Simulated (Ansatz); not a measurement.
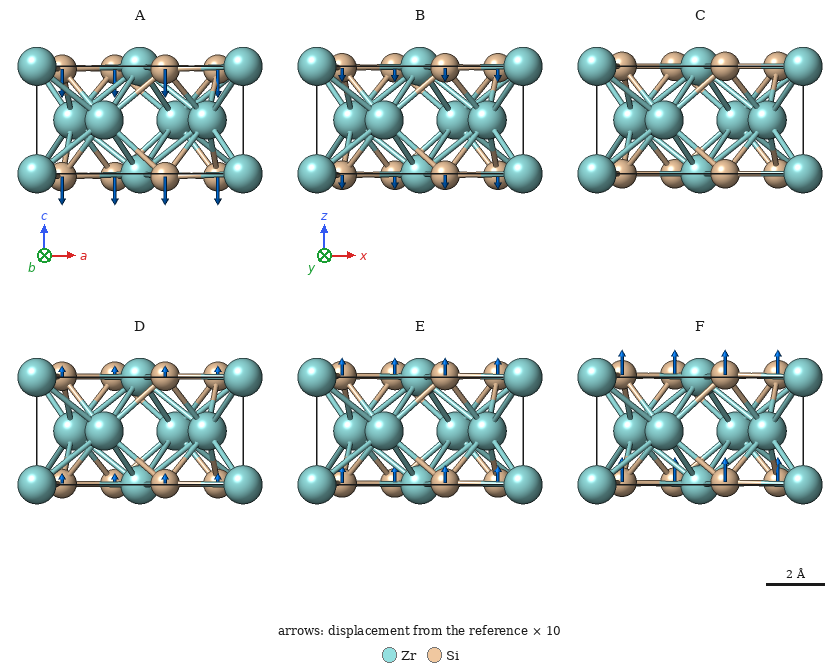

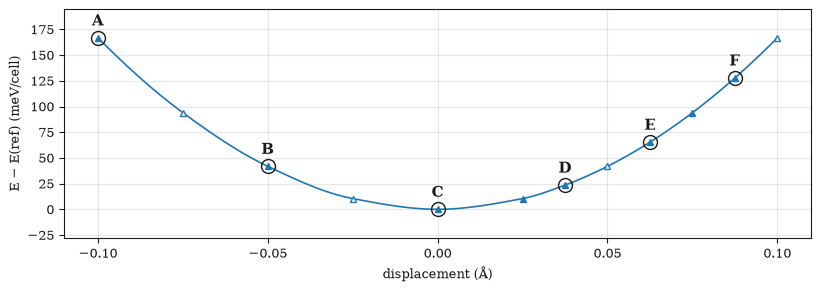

A scan of a crystal of Zr3Si2 (P4/mbm): the whole Si sublattice is shifted rigidly, along Cartesian [0 0 1], all else fixed. The lettered frames are marked on the plot. Hollow markers are points alike by symmetry, not computed again. Style: ball-and-stick. Shown: the cell of the calculation, along the b axis. Blue arrows: displacements from the reference.

Theory: Ansatz, DFT r2SCAN, scalar-relativistic, plane waves, PAW. (plane-wave cutoff 500 eV; k-point mesh 6 × 6 × 10; occupations gaussian; smearing width 0.15 eV; no spin polarisation). Energies (free energies at the smearing named) are counted from the relaxed crystal.

> Describe the profile.

The lowest computed point lies at the displacement 0.00 Å (0.0 meV/cell). The end points stand at 166.7 meV/cell (−0.10 Å) and 166.7 meV/cell (0.10 Å). The curvature at zero is about 33 eV/Å² per cell. The well is symmetric. The distortion takes the space group from P4/mbm to P4bm.

The computed points:

```csv
displacement (Å),E − E(ref) (meV/cell)
−0.1000,166.7
−0.0750,93.9
−0.0500,41.8
−0.0250,10.5
0.0000,0.0
0.0250,10.5
0.0375,23.5
0.0500,41.8
0.0625,65.3
0.0750,93.9
0.0875,127.8
0.1000,166.7
```

Points that are alike by symmetry were computed once.
